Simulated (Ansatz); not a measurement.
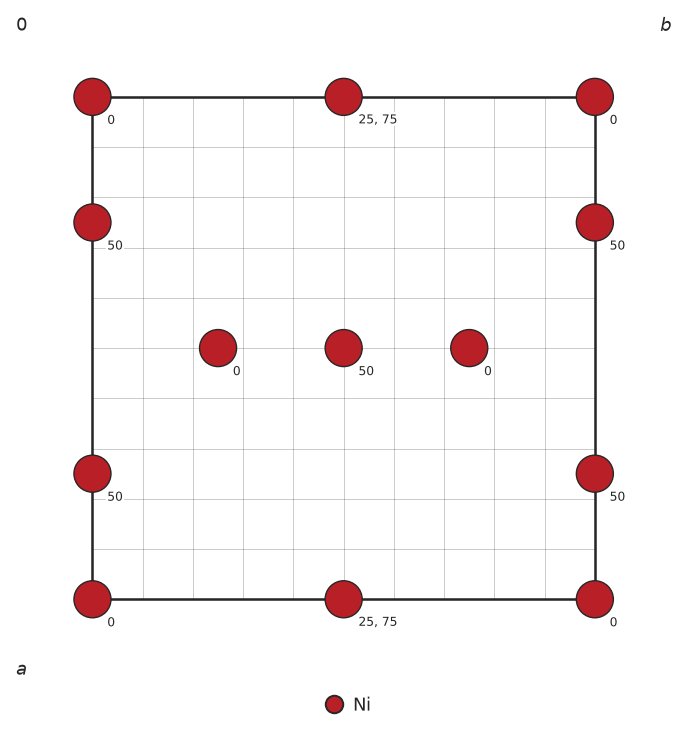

Plan of a unit cell projected along c (a down the page, b across); the numbers are heights in hundredths of c, and atoms on the cell's edges are repeated. The grid marks tenths of a and b. Source: the input geometry of an electronic-structure calculation (not necessarily at equilibrium); the starting structure was generated, so it need not be a known form of this composition. The drawing is computed from the coordinates (standard cell, symmetry found to 0.002 Å).

a = 4.405 Å, b = 4.405 Å, c = 4.405 Å, α = 90.00°, β = 90.00°, γ = 90.00°.

What does the cell contain?

8 Ni: Ni, Z = 8.

Give the fractional coordinates of all atoms, to two places.

```csv
atom,x,y,z
Ni,0.00,0.00,0.00
Ni,0.50,0.50,0.50
Ni,0.25,0.00,0.50
Ni,0.75,0.00,0.50
Ni,0.50,0.25,0.00
Ni,0.50,0.75,0.00
Ni,0.00,0.50,0.25
Ni,0.00,0.50,0.75
```
